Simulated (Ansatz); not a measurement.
# Single-point calculation of FeCo3 (part 2 of 2)

FeCo3 (Pm-3m, 8 atoms in the cell); DFT PBEsol, scalar-relativistic, plane waves, PAW, spin-polarised (Ansatz 0.2.0); cutoff 420 eV, 12×12×6 k-mesh, Gaussian smearing of 0.1 eV, collinear spins. The structure derives from a Materials Project entry. It belongs to a series of runs on one base structure; here: antiferromagnetic, doubled cell, propagation vector (0, 0, 1/2).

Geometry of the input (Å; fractional positions):
```
3.5357  0.0000  0.0000
0.0000  3.5357  0.0000
0.0000  0.0000  7.0714
Fe 0.0000  0.0000  0.0000
Co 0.5000  0.5000  0.0000
Co 0.5000  0.0000  0.2500
Co 0.0000  0.5000  0.2500
Fe 0.0000  0.0000  0.5000
Co 0.5000  0.5000  0.5000
Co 0.5000  0.0000  0.7500
Co 0.0000  0.5000  0.7500
```

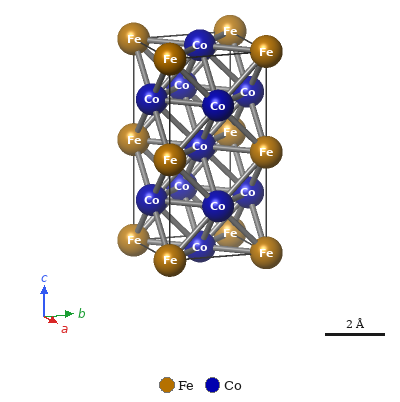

Fig. 1: The structure (ball-and-stick view of the cell of the calculation, seen slightly off an axis). An atom can appear more than once, as a periodic image.

Output, continued:
```
--- Forces (eV/Å), atoms counted from 1 ---
  atom   1  Fe     0.00000000     0.00000000     0.32491296
  atom   2  Co     0.00000000     0.00000000     0.02070935
  atom   3  Co     0.00000000     0.00000000    -0.17280950
  atom   4  Co    -0.00000000     0.00000000    -0.17280950
  atom   5  Fe     0.00000000     0.00000000     0.32491296
  atom   6  Co    -0.00000000     0.00000000     0.02070935
  atom   7  Co     0.00000000     0.00000000    -0.17280950
  atom   8  Co    -0.00000000     0.00000000    -0.17280950
  max |Σ_I F_I| component: 6.60e-6 eV/Å
--- Stress (GPa, compression-positive) ---
      -16.646714       0.000000      -0.000000
        0.000000     -16.646714       0.000000
       -0.000000       0.000000     -13.837429
  P = ⅓ Tr σ = -15.7103 GPa (-157.103 kbar)
--- Band table (eV; the first three rows and the last of 224) ---
  k-point 0 ↑: bands = ["-76.9273", "-76.8482", "-76.8155", "-75.7371", "-75.7001", "-75.6355", "-69.9027", "-67.1596", "-40.3642", "-40.3642", "-40.3429", "-40.2917", "-40.2917", "-40.2233", "-40.2169", "-40.1624", "-40.1624", "-39.2237", "-39.2237", "-39.2050", "-39.1482", "-39.0805", "-39.0805", "-39.0541", "-39.0412", "-39.0412", "-36.0726", "-36.0633", "-36.0633", "-33.3903", "-33.3903", "-33.3802", "9.4521", "12.2940", "12.3475", "13.4643", "13.6201", "13.8263", "14.2230", "14.2648", "14.2648", "14.9099", "14.9122", "15.2569", "15.6335", "15.6335", "15.6609", "15.9036", "15.9036", "16.3036", "16.3036", "16.6993", "16.8225", "17.1068", "17.2450", "17.3430", "17.3430", "17.4490", "17.5322", "17.7499", "17.8539", "17.8539", "18.2233", "18.2566", "18.4091", "18.7388", "18.9091", "18.9948", "18.9948", "19.3876", "19.3998", "19.4483", "19.4483", "19.5680", "20.0079", "20.8698", "20.8700", "20.8700", "26.5678", "26.5678", "26.6035", "26.6035", "28.2262", "28.3569", "28.4954", "28.8460", "29.0263", "29.8418", "30.3893", "32.8857", "32.8877", "32.8877", "33.3174", "33.3174", "33.3224", "37.5895"]
  k-point 1 ↑: bands = ["-76.9273", "-76.8482", "-76.8155", "-75.7372", "-75.7002", "-75.6355", "-69.9027", "-67.1596", "-40.3641", "-40.3641", "-40.3429", "-40.2917", "-40.2917", "-40.2233", "-40.2169", "-40.1625", "-40.1625", "-39.2237", "-39.2237", "-39.2050", "-39.1482", "-39.0805", "-39.0805", "-39.0541", "-39.0413", "-39.0413", "-36.0726", "-36.0633", "-36.0633", "-33.3903", "-33.3903", "-33.3802", "9.5439", "11.5679", "12.9738", "13.4946", "13.6753", "13.8588", "14.2392", "14.2840", "14.2840", "14.8335", "14.8435", "15.1620", "15.3935", "15.3935", "15.7625", "16.1892", "16.1892", "16.3482", "16.3482", "16.7775", "16.7994", "17.1977", "17.2445", "17.2646", "17.2646", "17.5117", "17.5996", "17.7482", "17.9491", "17.9491", "18.2061", "18.2565", "18.4091", "18.7267", "18.7267", "18.7345", "18.8894", "19.3516", "19.3516", "19.3805", "19.3876", "19.5653", "20.0079", "20.4748", "21.2840", "21.2840", "25.3785", "25.3785", "27.8344", "27.8344", "28.2232", "28.3837", "28.8236", "28.9569", "29.0145", "30.0526", "30.5544", "32.5944", "32.5944", "32.6256", "33.0564", "33.3077", "33.3077", "36.1796"]
  k-point 2 ↑: bands = ["-76.9273", "-76.8482", "-76.8155", "-75.7372", "-75.7001", "-75.6355", "-69.9027", "-67.1596", "-40.3641", "-40.3641", "-40.3429", "-40.2918", "-40.2918", "-40.2234", "-40.2169", "-40.1625", "-40.1625", "-39.2237", "-39.2237", "-39.2049", "-39.1482", "-39.0805", "-39.0805", "-39.0542", "-39.0413", "-39.0413", "-36.0726", "-36.0633", "-36.0633", "-33.3903", "-33.3903", "-33.3802", "9.8159", "10.8593", "13.3283", "13.5630", "13.8383", "13.9399", "14.2760", "14.3293", "14.3293", "14.6612", "14.7075", "15.0227", "15.1544", "15.1544", "15.9173", "16.3058", "16.3058", "16.7261", "16.7261", "16.7469", "16.9439", "17.1470", "17.1470", "17.2448", "17.5108", "17.6629", "17.7267", "17.7550", "18.0438", "18.0438", "18.1839", "18.2397", "18.2397", "18.2565", "18.4091", "18.7160", "18.8522", "19.2429", "19.2429", "19.2707", "19.3876", "19.5600", "19.6431", "20.0078", "22.1289", "22.1289", "24.2253", "24.2253", "28.2172", "28.3740", "28.7971", "28.8628", "29.1107", "29.1107", "30.3803", "30.5573", "31.0073", "31.6121", "31.6121", "31.9972", "32.4165", "33.6964", "33.6964", "34.1810"]
  k-point 111 ↓: bands = ["-76.9250", "-76.8325", "-76.8325", "-75.7177", "-75.7177", "-75.6369", "-69.9025", "-67.1593", "-40.3964", "-40.3594", "-40.3594", "-40.3163", "-40.2671", "-40.2189", "-40.2189", "-40.1680", "-40.1351", "-39.2594", "-39.2337", "-39.1841", "-39.1841", "-39.0537", "-39.0526", "-39.0491", "-39.0491", "-39.0440", "-36.0710", "-36.0657", "-36.0657", "-33.3938", "-33.3938", "-33.3788", "13.5870", "13.6427", "13.6427", "13.8568", "14.1224", "14.1353", "14.1353", "14.2250", "15.3454", "15.7902", "15.8360", "15.8360", "15.9309", "16.2155", "16.2155", "16.2812", "16.3544", "16.3544", "16.3694", "16.4432", "16.6453", "16.6453", "16.6942", "16.8337", "16.9609", "16.9609", "17.0025", "17.0410", "17.0848", "17.0848", "17.1097", "17.2240", "18.0850", "18.0850", "18.0943", "18.2194", "18.8160", "19.2168", "19.2168", "19.3183", "19.4024", "19.4144", "19.4750", "19.4750", "20.2154", "20.2154", "20.7207", "20.7516", "26.4121", "26.4354", "26.4354", "26.6956", "26.8009", "26.8751", "26.8751", "27.0920", "36.4182", "36.4182", "36.4833", "36.5271", "36.5271", "36.5876", "36.7355", "36.8870"]
--- Löwdin populations: 8 sites ---
  site symbol       q [e]    m [muB]
     0     Fe     15.7378     2.4697
     1     Co     16.7902     1.1073
     2     Co     16.7967     0.9653
     3     Co     16.7967     0.9653
     4     Fe     15.7378    -2.4697
     5     Co     16.7902    -1.1073
     6     Co     16.7967    -0.9653
     7     Co     16.7967    -0.9653
  spilling = 0.013111 (of n_electrons = 134.000000)
```

File populations.tsv:
```
# site	symbol	l	j	q_up	q_dn
# orbitals = lowdin
# n_electrons = 134.000000
# spilling = 0.013111
0	Fe	0_3S	-	0.993361	0.993633
0	Fe	0_4S	-	0.488796	0.460648
0	Fe	1_3P	-	2.998506	2.998410
0	Fe	2_3D	-	4.623080	2.181394
1	Co	0_3S	-	0.993822	0.993775
1	Co	0_4S	-	0.475686	0.468745
1	Co	1_3P	-	2.998738	2.998543
1	Co	2_3D	-	4.480486	3.380417
2	Co	0_3S	-	0.993767	0.993839
2	Co	0_4S	-	0.477610	0.468472
2	Co	1_3P	-	2.998696	2.998633
2	Co	2_3D	-	4.410964	3.454766
3	Co	0_3S	-	0.993767	0.993839
3	Co	0_4S	-	0.477610	0.468472
3	Co	1_3P	-	2.998696	2.998633
3	Co	2_3D	-	4.410964	3.454766
4	Fe	0_3S	-	0.993633	0.993361
4	Fe	0_4S	-	0.460648	0.488796
4	Fe	1_3P	-	2.998410	2.998506
4	Fe	2_3D	-	2.181394	4.623080
5	Co	0_3S	-	0.993775	0.993822
5	Co	0_4S	-	0.468745	0.475686
5	Co	1_3P	-	2.998543	2.998738
5	Co	2_3D	-	3.380417	4.480486
6	Co	0_3S	-	0.993839	0.993767
6	Co	0_4S	-	0.468472	0.477610
6	Co	1_3P	-	2.998633	2.998696
6	Co	2_3D	-	3.454766	4.410964
7	Co	0_3S	-	0.993839	0.993767
7	Co	0_4S	-	0.468472	0.477610
7	Co	1_3P	-	2.998633	2.998696
7	Co	2_3D	-	3.454766	4.410964
```

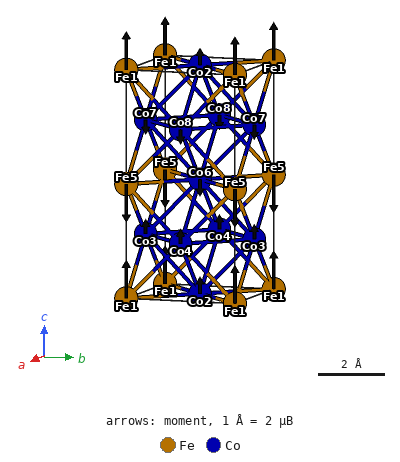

Fig. 2: Magnetic moments of the sites as black arrows (ball-and-stick view of the cell of the calculation, seen slightly off an axis; atoms are numbered from 1 in the order of the input); small moments hardly show. The run is collinear, so the axis drawn is arbitrary. Site moments: Fe1 (2.40 μB); Fe5 (−2.40 μB); Co6 (−1.08 μB); Co2 (1.08 μB); Co8 (−0.95 μB); Co3, Co4 (0.95 μB); Co7 (−0.95 μB). They are counted near the atoms and needn't add up to the moment of the cell.

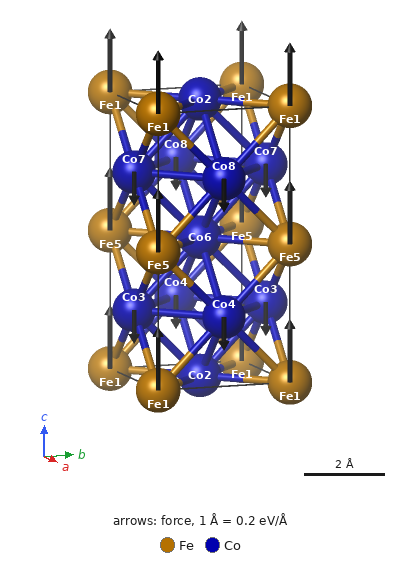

Fig. 3: Forces on the atoms as black arrows (ball-and-stick view of the cell of the calculation, seen slightly off an axis; atoms are numbered from 1 in the order of the input); the smallest are left out. The largest act on Fe1, Fe5 (0.32 eV/Å); Co3, Co4, Co7, Co8 (0.17 eV/Å). The geometry is not a stationary point of this energy.

Key numbers:

```tsv
quantity	value
outcome	converged
space group (tolerance 0.01 Å)	Pm-3m (221)
electrons treated	134
free energy	−39454.6124 eV
Fermi energy	18.375 eV
gap on the k-point mesh	none (metallic)
net moment of the cell	0.00 μB
integrated absolute moment	11.18 μB
pressure	−15.71 GPa
largest force (length of the vector)	0.325 eV/Å
wall time	4.1 min
peak memory	1.2 GiB
```

Remarks:

The cell is under a tension of 15.7 GPa at this level, so it is not at its equilibrium volume.
